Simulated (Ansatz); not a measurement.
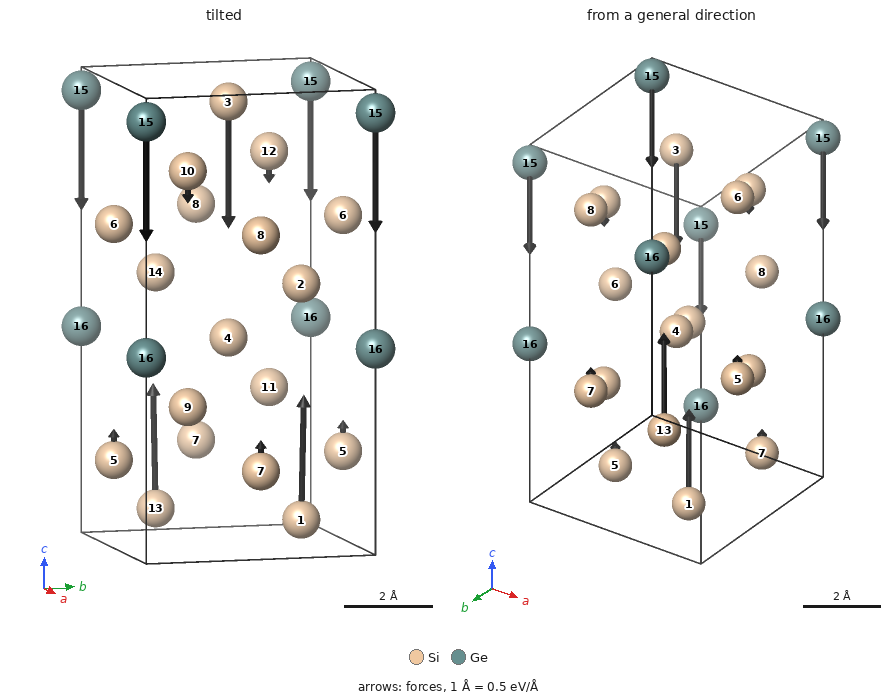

Drawn in the spheres-only manner and seen slightly off an axis and from a general direction. Atoms at the boundary of the simulation cell (the box) are drawn once for each face, edge or corner they touch. The arrows are the computed forces on the atoms.

System: Si₇Ge. The calculation used DFT r2SCAN, scalar-relativistic, plane waves, PAW (Ansatz 0.2.0), with a kinetic-energy cutoff of 500 eV, a 6×6×3 k-point grid, Gaussian smearing of 0.05 eV, no spin polarisation.

> Judging by the arrows, is the geometry relaxed?

No. The atoms still feel forces of up to about 1.3 eV/Å, far above a usual threshold of 0.01 to 0.03 eV/Å.

The cell started as a structure listed in the Materials Project. The cell was then strained or its atoms displaced on purpose. It went into a calculation with Ansatz.
